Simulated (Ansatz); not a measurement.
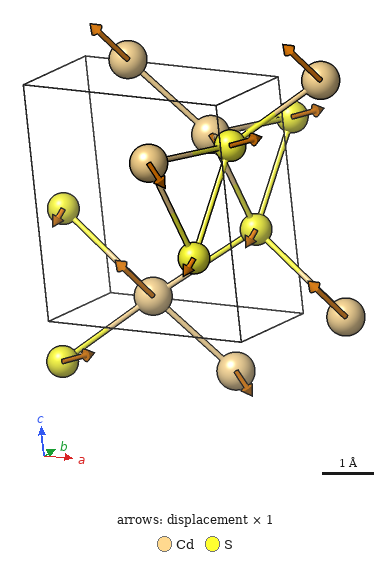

This is a relaxation of solid CdS (a generated structure, set up in P1) (coarse preliminary run). The starting structure is drawn; orange arrows show the displacements (the part carried along by the change of the cell is left out), at their true length.

Style: ball-and-stick. Shown: the cell of the calculation, slightly off an axis.

All numbers below come from DFT PBE, scalar-relativistic, plane waves, PAW in Ansatz 0.2.0. Settings: plane-wave cutoff 420 eV; k-point mesh 4 × 4 × 4; occupations gaussian; smearing width 0.1 eV; no spin polarisation; cell and atoms relaxed; force threshold 0.04 eV/Å; at most 70 steps.

Q: Which element moves most?

A: Cadmium: up to 1.25 Å, against 0.80 Å for sulfur.

Q: What did the optimiser do to the structure, and how much energy did it gain?

A: The energy falls by 1241 meV per atom in 17 accepted moves (19 points after the start). Largest force component: 5.6 eV/Å at the start, 0.0053 eV/Å at the end. The pressure goes from 22.14 to 0.08 GPa. At 2 points the geometry stayed and the basis and grid were re-selected for the new cell (energy shift of 36.9 meV per atom at most each time). The largest move relative to the cell is that of a Cd atom, 1.25 Å roughly along [−2 −2 1]. By element the largest moves are Cd 1.25 Å, S 0.80 Å. The volume changes by +14.5 %, with a 4.141 → 4.207 Å (+1.6 %), b 4.470 → 4.200 Å (−6.0 %), c 5.275 → 6.795 Å (+28.8 %), α 110.1° → 90.5°, β 90.2° → 89.7°, γ 97.0° → 119.9°. Near-neighbour distances that change, for instance: Cd–S 4.791 → 2.567 Å, Cd–Cd 2.234 → 4.181 Å, S–S 2.404 → 4.164 Å, Cd–S 3.559 → 2.567 Å. New bonds form: Cd–S (3.56 → 2.57 Å), Cd–S (4.79 → 2.57 Å). Bonds break: Cd–Cd (2.23 → 4.18 Å). Bond angles that change, for instance: S–Cd–S 60.2° → 108.5°, S–Cd–S 145.4° → 108.7°, Cd–S–Cd 142.8° → 108.3°. The space group stays P1 (No. 1). The run took 3.5 min on 1 thread of Arm Neoverse V1, with other jobs on the host, peak memory 0.38 GiB.
